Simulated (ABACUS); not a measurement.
Input

```
INPUT_PARAMETERS
suffix              MoS2
calculation         scf
basis_type          pw
pseudo_dir          ./
symmetry            1
dft_functional      pbe
ecutwfc             81
pseudo_rcut         10
nspin               1
nbands              17
ks_solver           dav
smearing_method     fd
smearing_sigma      0.00367493
scf_thr             1e-08
scf_nmax            100
mixing_type         broyden
mixing_beta         0.7
cal_force           1
cal_stress          1
out_chg             1
out_pot             2
out_elf             1
```

Run with:

```sh
OMP_NUM_THREADS=1 mpirun -np 4 abacus > log
```

Below, planes, directions and counts refer to the conventional cell (a = 3.16 Å, b = 3.16 Å, c = 6.41 Å, α = 75.74°, β = 75.74°, γ = 60.00°).

Space group P1; changed on purpose from its base cell (atoms moved at random by about 0.05 A); not relaxed (largest force 1.2 eV/Å); computed pressure about 2 GPa in this cell.

Level of theory: ABACUS, Kohn-Sham DFT of a periodic cell, PBE, PseudoDojo NC SR 0.4.1 PBE standard.

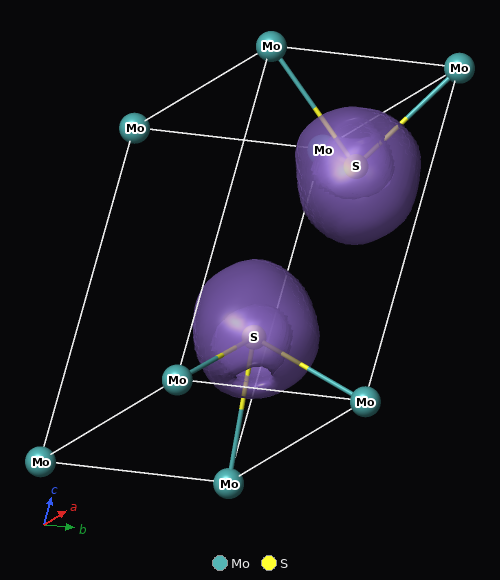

MoS2. Isosurface of the electron localisation function at 0.75 (purple), seen at an oblique angle. Core shells and regions of very low density are left out. Sticks mark near contacts.

Identify the bonds, lone pairs and shells in this picture.

Answer. At this value the surface marks out two regions wrapped around S (the valence shell of each), counted in one cell of 3 atoms. Any copies at cell faces, edges or corners count once. Profiles from the grid: Mo–S (2.38 Å): the ELF peaks at about 0.85 in the valence shell of S, 0.8 Å from its nucleus, and is about 0.45 at the midpoint. Mo–S (2.49 Å): the ELF peaks at about 0.85 in the valence shell of S, 0.8 Å from its nucleus, and is about 0.45 at the midpoint.
